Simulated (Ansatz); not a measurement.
**Ti: density, localisation and related maps**

The calculation's input:

```
crystal:
  lattice:
    - [4.1854970673, 0.0, 0.0]
    - [-2.0927485336, 3.6247467877, 0.0]
    - [0.0, 0.0, 3.364445439]
  atoms:
    - { symbol: Ti, position: [0.0, 0.0, 0.0] }
    - { symbol: Ti, position: [0.3333333333, 0.6666666667, 0.5] }
    - { symbol: Ti, position: [0.6666666667, 0.3333333333, 0.5] }
basis:
  ecutwfc: 500
kpoints:
  mp_grid: { grid: [12, 12, 18] }
hamiltonian:
  xc: r2scan
scf:
  occupations: { method: gaussian, width: 0.15 }
output:
  forces: true
  stress: true
  eigenvalues: true
  write_density: true
  write_potential: true
  elf: true
  volumetric_format: npy
```

Run with:

```sh
ansatz run input.yaml --threads 1 --pin off --max-ram 2560MiB --backend cpu --events-out ev --progress --plain --runs-dir out
```

Below, planes, directions and counts refer to the conventional cell (a = 4.19 Å, b = 4.19 Å, c = 3.36 Å, α = 90.00°, β = 90.00°, γ = 120.00°).

Space group P6/mmm; a structure from a database of computed crystals, not necessarily the ambient phase; computed without spin polarisation.

Theory: DFT r2SCAN, scalar-relativistic, plane waves, PAW (Ansatz).

The density is the valence pseudo-density of a PAW calculation; it isn't the true density close to the nuclei.

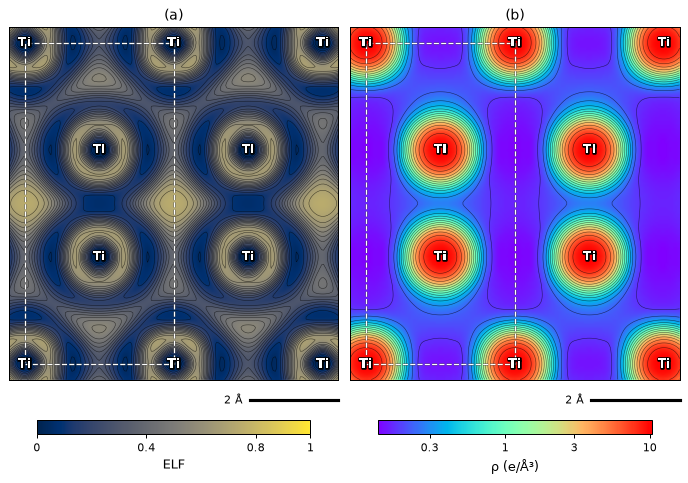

Figure 1. (a) electron localisation function; (b) valence pseudo-density on the (110) plane of the conventional cell.

### Interpret the plot.

The section cuts through Ti sites. Ti–Ti (2.42 Å): ρ is about 0.28 e/Å³ halfway; the ELF is about 0.05 at the midpoint; no shared electron pair shows on this line. Between the atoms the lowest density in this plane is 0.13 e/Å³. The ELF has a maximum of about 0.75 in the space between the atoms, 2.0 Å from six Ti atoms, on no atom or two-centre bond. The features right at Ti lie inside the PAW spheres, where the map follows smoothed inner orbitals and isn't to be read closely.

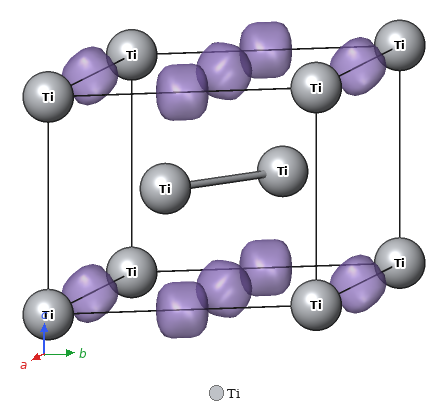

Figure 2. Isosurface of the ELF at 0.65 (purple), seen slightly off an axis. Core shells and regions of very low density are left out. Sticks mark near contacts.

### Identify the bonds, lone pairs and shells in this picture.

The surface consists of three pockets between the atoms, centred on no nucleus (multi-centre or interstitial), counted in one cell of 3 atoms. Any copies at cell faces, edges or corners count once. There are no localised bonds or lone pairs at this value.

### Does the calculation make it a metal, or give it a gap?

It is gapless in this calculation (a metal or semimetal).
